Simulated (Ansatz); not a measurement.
MoS₂ (space group P6_3/mmc, No. 194). Coordinates: the end point of a relaxation with DFT PBEsol, scalar-relativistic, plane waves, PAW (Ansatz 0.2.0).

Space group P6_3/mmc (No. 194). a = 3.141 Å, b = 3.141 Å, c = 12.585 Å, α = 90.00°, β = 90.00°, γ = 120.00°
```tsv
atom	site	symmetry	x	y	z
Mo	2d	-6m2	0.6667	0.3333	0.2500
S	4f	3m.	0.6667	0.3333	0.6261
```

Describe how the polyhedra about Mo are linked (bonds: Mo–S below 2.7 Å).

Mo: MoS6 trigonal prism, sharing edges with six neighbours.

They form layers of edge-sharing trigonal prisms parallel to (001).

Centre to centre across a shared edge: 3.14 Å.

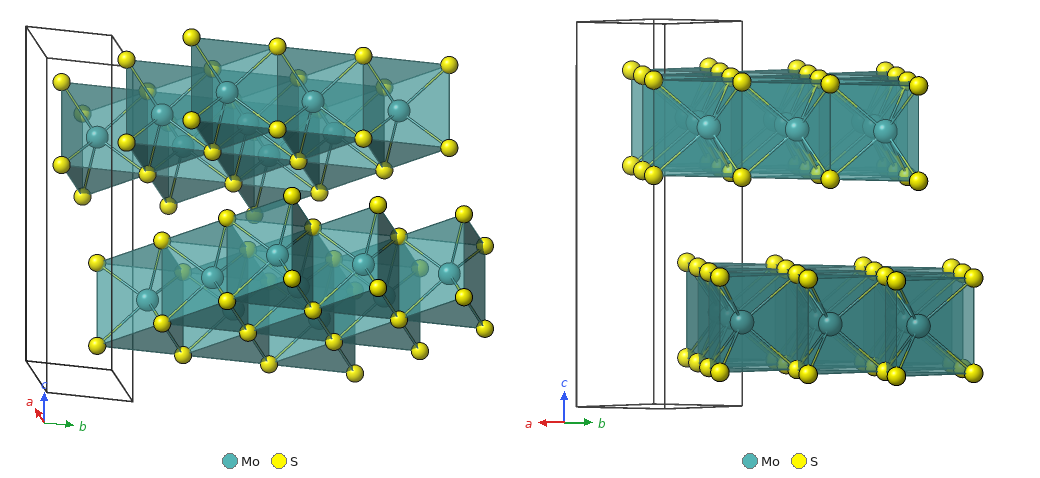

Polyhedra are drawn about Mo (bonds: Mo–S below 2.7 Å); other atoms are plain spheres. Two views of the same piece.
